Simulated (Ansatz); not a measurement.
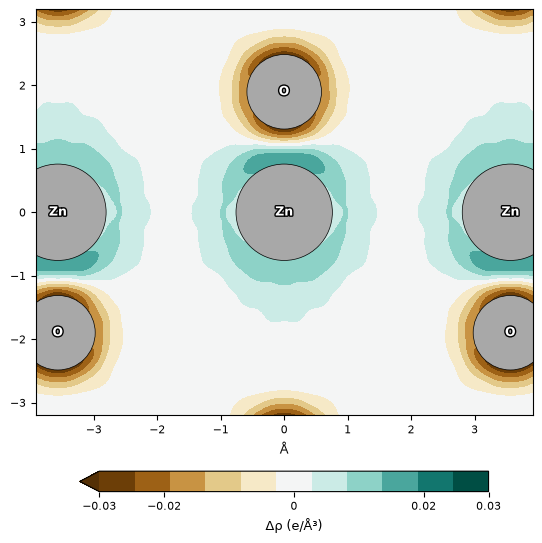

ZnO. Difference of the valence pseudo-densities of two functionals at the same geometry, on the (110) plane of the calculation cell: one of PBEsol and r2SCAN less the other.

Both computed with Ansatz (plane waves, PAW), on the same k-point mesh. Grey discs cover the atomic cores.

**Which was subtracted from which, and what does the map show?**

It is PBEsol less r2SCAN. Against r2SCAN, PBEsol gives more density around Zn (+0.012 e/Å³ on average at 1.0 Å from the nucleus), less density around O (−0.016 e/Å³ on average at 0.7 Å from the nucleus) and a change of +0.012 e/Å³ at the midpoint of Zn–O.
